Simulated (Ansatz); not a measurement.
## Run report: Ti2O, geometry relaxation (part 1 of 2)

System: Ti2O (P-3m1, 3 atoms in the cell).
Method: DFT r2SCAN, scalar-relativistic, plane waves, PAW, no spin polarisation (Ansatz 0.2.0).

The structure derives from an entry of the Crystallography Open Database. Figures and captions count atoms from 1; the log counts them from 0 in places.

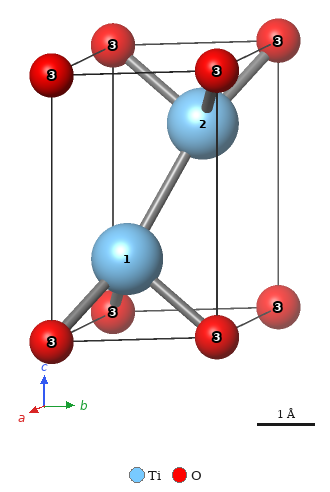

**Figure 1.** The structure as given in the input (ball-and-stick view of the cell of the calculation, seen slightly off an axis; atoms are numbered from 1 in the order of the input).

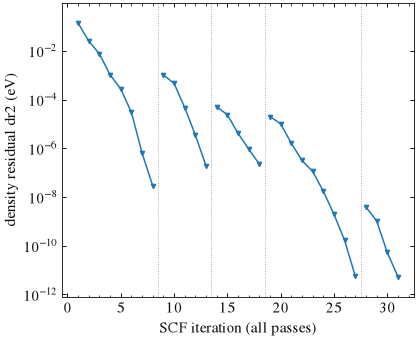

**Figure 2.** Convergence of the self-consistent field: density residual dr2 against the SCF iteration. The dotted lines part the SCF passes of the relaxation: geometry steps, rejected trials and re-solves on a re-selected basis. The 5 passes take 4 to 9 iterations each, 31 in all.

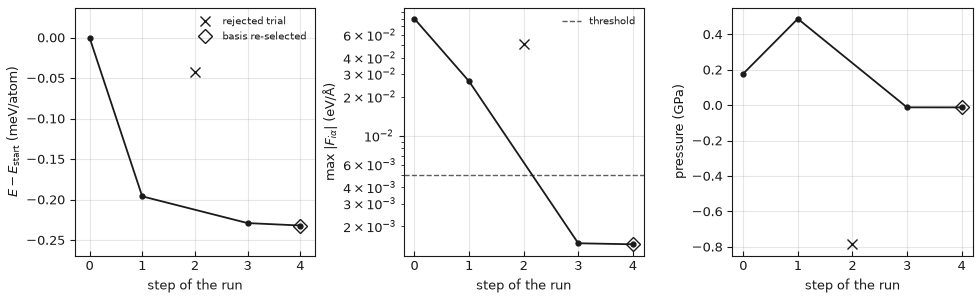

**Figure 3.** Progress of the relaxation, step by step (the first geometry is step 0 here and step 1 in the log). Over 3 geometry steps the energy falls by 0.2 meV per atom. Largest force component: 0.08 eV/Å at the start, 0.0015 eV/Å at the end. Pressure: 0.18 GPa at the start and −0.01 GPa at the end. The line search rejected the trial step at point 2 (counted from 0) and went back. The largest moves relative to the cell, 0.006 Å, are those of Ti1 and Ti2. O stays in place. Distances before and after: Ti1–Ti2 2.808 → 2.803 Å, Ti1–O3 2.136 → 2.140 Å. The space group stays P-3m1 (No. 164). A last SCF at the same geometry on a re-selected plane-wave basis shifts the energy by next to nothing (0.0 meV per atom). (Atoms are counted from 1 in the order of the input.)

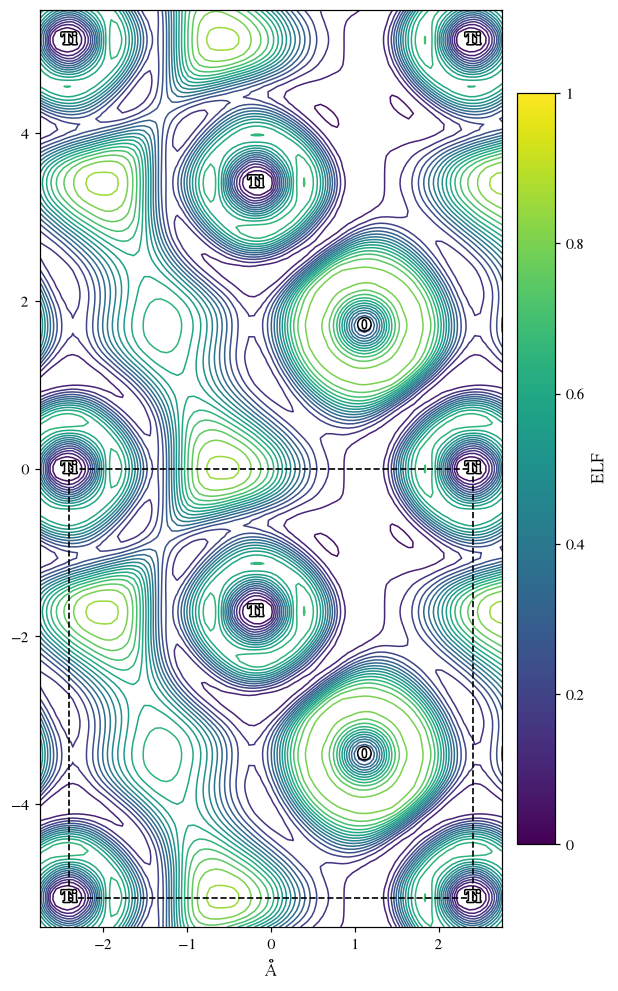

**Figure 4.** Electron localisation function on the (110) plane of the conventional cell. Ti–O (2.14 Å): the ELF is about 0.10 at the midpoint (no shared pair; the contact is polar). Ti–Ti (2.80 Å): the ELF is about 0.25 at the midpoint (no shared electron pair).  The strong features right at Ti lie inside the PAW spheres (semicore, d or f shells) and say nothing about bonding. Core electrons are frozen (PAW), so the fields are smoothed inside the atomic spheres.

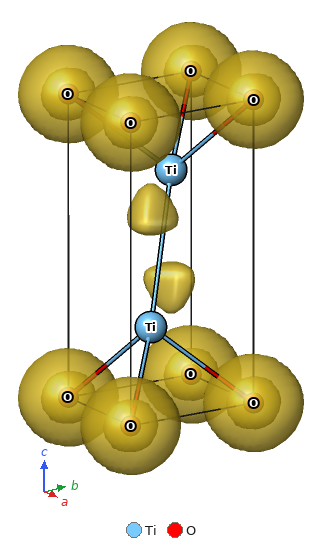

**Figure 5.** Isosurface of the electron localisation function at 0.75 (yellow), seen slightly off an axis. Core shells and regions of very low density are left out. Sticks mark near contacts. The outline is the cell set on symmetry axes. Values along the shortest contacts: Ti–O (2.14 Å): the ELF is about 0.10 at the midpoint (a polar contact without a shared pair, in a metal). Ti–Ti (2.80 Å): the ELF is about 0.25 at the midpoint; no localised pair between them.

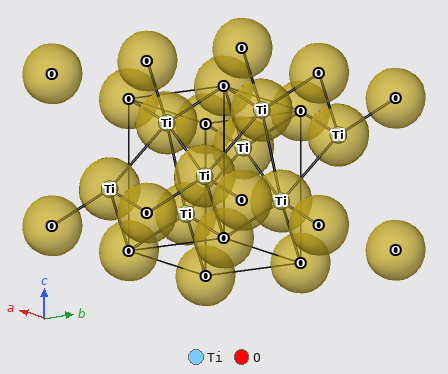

**Figure 6.** Isosurface of the valence pseudo-density at 0.6 e/Å³ (yellow), seen at an oblique angle. Sticks mark near contacts. The outline is the cell set on symmetry axes. At this value the density breaks into separate islands; it holds about 75 % of the electrons treated as valence (semicore included). It is pinched off along the Ti–O (2.14 Å) and Ti–Ti (2.80 Å) contacts. On the grid the lowest density along these lines, outside the cores, is 0.42 e/Å³ (Ti–O, 2.14 Å) and 0.23 e/Å³ (Ti–Ti, 2.80 Å).

These pictures come from the run below.

Input:
```yaml
crystal:
  lattice:
    - [2.9552489632, 0.0, 0.0]
    - [-1.4776244816, 2.5593206766, 0.0]
    - [0.0, 0.0, 4.7996841224]
  atoms:
    - { symbol: Ti, position: [0.6666666667, 0.3333333333, 0.2676625819] }
    - { symbol: Ti, position: [0.3333333333, 0.6666666667, 0.7323374181] }
    - { symbol: O, position: [0.0, 0.0, 0.0] }
basis:
  ecutwfc: 500
kpoints:
  mp_grid: { grid: [18, 18, 10] }
hamiltonian:
  xc: r2scan
scf:
  occupations: { method: gaussian, width: 0.1 }
output:
  forces: true
  stress: true
  eigenvalues: true
  write_density: true
  write_potential: true
  elf: true
  volumetric_format: npy
relax:
  adjacent_minimum: "off"
  f_tol: 0.005
  max_steps: 80
  cell: { stress_tol: 0.05 }
```

Run as:
```bash
ansatz run input.yaml --threads 1 --pin off --max-ram 2560MiB --backend cpu --events-out ev --progress --plain --runs-dir out
```

Output:
```
Engine: ansatz 0.2.0, x86_64-unknown-linux-gnu
Pseudopotentials: kind: paw
Pseudopotential: Ti, paw, valence charge 12, recommended cutoff 500 eV (meta_gga), Ti.paw.azcp
Pseudopotential: O, paw, valence charge 6, recommended cutoff 500 eV (meta_gga), O.paw.azcp
Functional definition: r2SCAN
  parameter k0 = 0.174
  parameter k1 = 0.065
  parameter a1 = 4.9479
  exchange = r2scan_x(k0 = k0, k1 = k1, a1 = a1)
  correlation = r2scan_c
Crystal: 3 atoms, lattice volume = 36.302 Å³
Basis set: ecut = 500 eV, 941 PW (Γ), exchange–correlation on 96×96×144 points (64 copies of the dense FFT grid, shifted against one another)
Bands: 19, of which v1, the nominal top of the filled ones, is band 15 counted from 1 (14 counted from 0)
Symmetry: 12 space group operations
Space group: P-3m1 (ITA 164), of the structure as read, at distance tolerance 3.3e-5 Å
k-points: 330 of 3240
Non-local potential: Ti, projectors of the file, l = 0: 3, l = 1: 2, l = 2: 3, l = 3: 1
Non-local potential: O, projectors of the file, l = 0: 2, l = 1: 2, l = 2: 1
PAW form: soft (Blöchl's): semilocal exchange-correlation on the pseudo side does not see the compensation charge
PAW frozen core: Ti, regenerated for the run's functional (the file was generated under x = pbe(κ = 0.804, μ = 0.2195149727645171), c = pbe(β = 0.06672455060314922))
PAW frozen core: O, regenerated for the run's functional (the file was generated under x = pbe(κ = 0.804, μ = 0.2195149727645171), c = pbe(β = 0.06672455060314922))
PAW one-centre angular grid: Ti, 590 points (default); XC on 160 Gauss nodes
PAW one-centre angular grid: O, 302 points (default); XC on 160 Gauss nodes
Initial density: superposition of atomic densities (neutral atoms: chi_scale 0, normalization atom), corrected by the library's trained network
Initial wavefunctions: pseudopotential atomic-orbital guess
Functional: x = r2scan, c = r2scan; τ floored in thin density (d = 2e-4 eV/Å³)
SCF iter   1: F=—  HF=-5580.585802 eV  |F-HF|=—  |Δ(HF+E_count)|=         —  Δρ=1.96e-2  dr2=1.37e-1  dr2_τ=1.03e-1  ethr=1.77e-3  ⟨swp⟩=4.2  Hψ=23855  notcnv=0
preconditioner: auto → Kerker (q_TF=auto, 2.643 Å⁻¹)  [metal: Δε(μ)=0.007 eV  Ē_g=8.833 eV  σ=0.100 eV  W_gap=0.04  n_scr=10 (ndim 8)  ℏωp=23.1 eV  f_vac=0.000  D(μ)=0.98/eV (n_scr^D=2)]
SCF iter   2: F=—  HF=-5580.697498 eV  |F-HF|=—  |Δ(HF+E_count)|=   1.12e-1  Δρ=8.07e-3  dr2=2.49e-2  dr2_τ=2.09e-3  ethr=4.55e-4  ⟨swp⟩=2.0  Hψ=12540  notcnv=0
SCF iter   3: F=—  HF=-5580.697655 eV  |F-HF|=—  |Δ(HF+E_count)|=   1.57e-4  Δρ=3.88e-3  dr2=7.47e-3  dr2_τ=2.99e-4  ethr=8.30e-5  ⟨swp⟩=2.0  Hψ=7580  notcnv=0
SCF iter   4: F=—  HF=-5580.697834 eV  |F-HF|=—  |Δ(HF+E_count)|=   1.79e-4  Δρ=1.64e-3  dr2=1.03e-3  dr2_τ=8.95e-5  ethr=2.49e-5  ⟨swp⟩=2.0  Hψ=8001  notcnv=0
SCF iter   5: F=—  HF=-5580.697694 eV  |F-HF|=—  |Δ(HF+E_count)|=   1.41e-4  Δρ=6.84e-4  dr2=2.71e-4  dr2_τ=2.36e-5  ethr=3.43e-6  ⟨swp⟩=2.0  Hψ=8538  notcnv=0
SCF iter   6: F=—  HF=-5580.697654 eV  |F-HF|=—  |Δ(HF+E_count)|=   4.00e-5  Δρ=2.59e-4  dr2=2.97e-5  dr2_τ=1.03e-6  ethr=9.03e-7  ⟨swp⟩=2.0  Hψ=8170  notcnv=0
SCF iter   7: F=—  HF=-5580.697651 eV  |F-HF|=—  |Δ(HF+E_count)|=   2.84e-6  Δρ=4.63e-5  dr2=6.33e-7  dr2_τ=4.77e-8  ethr=9.91e-8  ⟨swp⟩=2.0  Hψ=8461  notcnv=0
SCF iter   8: F=-5580.697651 eV  HF=-5580.697651 eV  |F-HF|=7.10e-9  |Δ(HF+E_count)|=   1.00e-7  Δρ=9.53e-6  dr2=2.86e-8  dr2_τ=1.52e-9  ethr=3.33e-10  ⟨swp⟩=8.9  Hψ=40563  notcnv=0
SCF 1 converged in 8 iterations: F = -5580.697651 eV  dr2 = 2.86e-8
  greatest PAW one-centre occupation: 1.001 electrons in one spin orbital (limit 2), on the Ti atom at site 1 (counted from 0), in its partial waves of l = 1
relax step   1: F+E_penalty+E_count = -5580.69765100 eV  Δ(F+E_penalty+E_count) = +0.000e0 eV  max|allowed force component| = 8.003e-2 eV/Å  Δτ_max = 0.0000 Å  P = +0.178 GPa  Ω = 36.302 Å³  (8 SCF iters, dr2 threshold 1.00e-7 eV, accepted)
Crystal: 3 atoms, lattice volume = 36.230 Å³
Initial density: handed on by an earlier stage of this run
Initial wavefunctions: those handed on with the density
iter 1 solved again at ethr=3.54e-6 eV; its pass at ethr=3.10e-3 eV (dr2=1.06e-3 eV) is discarded
SCF iter   1: F=—  HF=-5580.696908 eV  |F-HF|=—  |Δ(HF+E_count)|=         —  Δρ=1.10e-3  dr2=1.02e-3  dr2_τ=3.02e-3  ethr=3.54e-6  ⟨swp⟩=2.9  Hψ=40072  notcnv=0
preconditioner: auto → Kerker (q_TF=auto, 2.644 Å⁻¹)  [metal: Δε(μ)=0.007 eV  Ē_g=8.607 eV  σ=0.100 eV  W_gap=0.04  n_scr=10 (ndim 8)  ℏωp=23.1 eV  f_vac=0.000  D(μ)=0.95/eV (n_scr^D=2)]
SCF iter   2: F=—  HF=-5580.698355 eV  |F-HF|=—  |Δ(HF+E_count)|=   1.45e-3  Δρ=6.47e-4  dr2=4.60e-4  dr2_τ=3.89e-6  ethr=3.39e-6  ⟨swp⟩=2.2  Hψ=10006  notcnv=0
SCF iter   3: F=—  HF=-5580.698248 eV  |F-HF|=—  |Δ(HF+E_count)|=   1.07e-4  Δρ=2.21e-4  dr2=4.66e-5  dr2_τ=2.44e-6  ethr=1.53e-6  ⟨swp⟩=2.3  Hψ=8038  notcnv=0
SCF iter   4: F=—  HF=-5580.698238 eV  |F-HF|=—  |Δ(HF+E_count)|=   9.49e-6  Δρ=9.49e-5  dr2=3.46e-6  dr2_τ=2.82e-7  ethr=1.55e-7  ⟨swp⟩=2.0  Hψ=7548  notcnv=0
SCF iter   5: F=-5580.698239 eV  HF=-5580.698239 eV  |F-HF|=1.78e-8  |Δ(HF+E_count)|=   6.32e-7  Δρ=2.75e-5  dr2=1.89e-7  dr2_τ=2.45e-8  ethr=1.00e-9  ⟨swp⟩=6.4  Hψ=38051  notcnv=0
SCF 2 converged in 5 iterations: F = -5580.698239 eV  dr2 = 1.89e-7
relax step   2: F+E_penalty+E_count = -5580.69823890 eV  Δ(F+E_penalty+E_count) = -5.879e-4 eV  max|allowed force component| = 2.635e-2 eV/Å  Δτ_max = 0.0046 Å  P = +0.488 GPa  Ω = 36.230 Å³  energy of the carried Pulay correction = +5.233e-5 eV  (5 SCF iters, dr2 threshold 3.00e-7 eV, accepted)
Crystal: 3 atoms, lattice volume = 36.451 Å³
iter 1 solved again at ethr=1.64e-7 eV; its pass at ethr=3.10e-3 eV (dr2=4.92e-5 eV) is discarded
```
